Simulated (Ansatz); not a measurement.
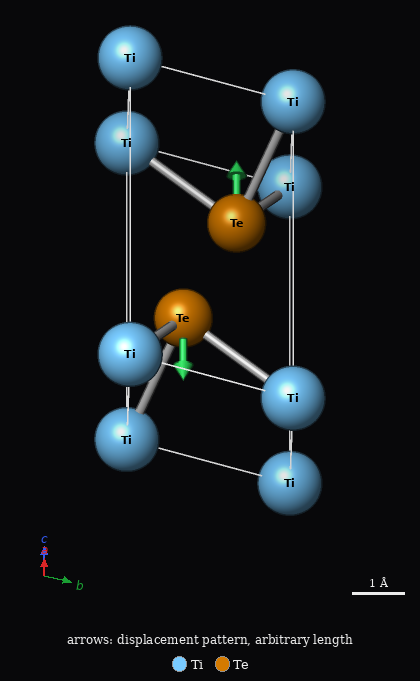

One vibrational mode of solid TiTe2 at the zone centre. The green arrows give the relative displacements of the atoms. A ball-and-stick model of the cell of the calculation, seen from a free direction.

Method: DFT PBEsol, scalar-relativistic, plane waves, PAW in Ansatz 0.2.0.

Input
```yaml
crystal:
  lattice:
    - [3.6968374165, 0.0, 0.0]
    - [-1.8484187082, 3.2015551164, 0.0]
    - [0.0, 0.0, 6.4466902739]
  atoms:
    - { symbol: Ti, position: [0.0, 0.0, 0.0] }
    - { symbol: Te, position: [0.6666666667, 0.3333333333, 0.2673972011] }
    - { symbol: Te, position: [0.3333333333, 0.6666666667, 0.7326027989] }
basis:
  ecutwfc: 420
kpoints:
  mp_grid: { grid: [12, 12, 8] }
hamiltonian:
  xc: pbesol
scf:
  occupations: { method: fermi_dirac, width: 0.15 }
output:
  eigenvalues: true
phonons:
  method: dfpt
  eigenvectors: true
```

Command:
```bash
ansatz run input.yaml --threads 1 --pin off --max-ram 4096MiB --backend cpu --events-out ev --progress --plain --runs-dir out
```

The frequencies depend somewhat on the k-mesh and the smearing.

### Describe the mode and give its frequency.

This is the A₁g mode at 144 cm⁻¹, optical level 2 of 4, counted from below, Raman-active by symmetry. The Ti atoms stay at rest; all motion is along c; atoms of one kind move against one another, with no net shift of their sublattice.
